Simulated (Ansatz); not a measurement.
Consider Ti.

Input file:

```
crystal:
  lattice:
    - [0.0, 2.3434638167, 1.5232514809]
    - [2.3434638167, 0.0, 1.5232514809]
    - [2.3434638167, 2.3434638167, 0.0]
  atoms:
    - { symbol: Ti, position: [0.0, 0.0, 0.0] }
basis:
  ecutwfc: 500
kpoints:
  mp_grid: { grid: [22, 22, 22] }
hamiltonian:
  xc: r2scan
scf:
  occupations: { method: gaussian, width: 0.15 }
output:
  forces: true
  stress: true
  eigenvalues: true
  write_density: true
  write_potential: true
  elf: true
  volumetric_format: npy
```

Command:

```sh
ansatz run input.yaml --threads 1 --pin off --max-ram 2560MiB --backend cpu --events-out ev --progress --plain --runs-dir out
```

Below, planes, directions and counts refer to the conventional cell (a = 3.31 Å, b = 3.31 Å, c = 3.05 Å, α = 90.00°, β = 90.00°, γ = 90.00°).

Space group I4/mmm; computed pressure about 3 GPa in this cell; computed without spin polarisation.

The calculation used Ansatz, DFT r2SCAN, scalar-relativistic, plane waves, PAW.

Q: Predict the valence pseudo-density and electron localisation function between the atoms.

A: Ti–Ti (2.80 Å): the density is about 0.19 e/Å³ at the midpoint; the ELF is about 0.15 at the midpoint (no localised pair shows between them).

Q: Does the calculation make it a metal, or give it a gap?

A: It is metallic or semimetallic at this level of theory: no gap opens.

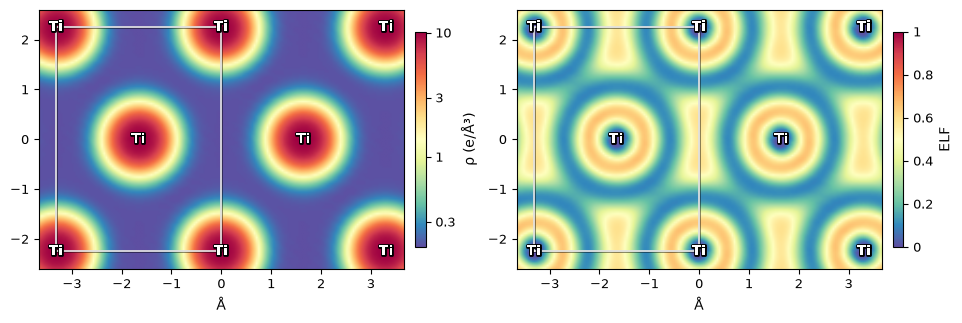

Computed valence pseudo-density and electron localisation function on the (101) plane of the conventional cell, in this order. 

The density is the valence pseudo-density of a PAW calculation; it isn't the true density close to the nuclei.
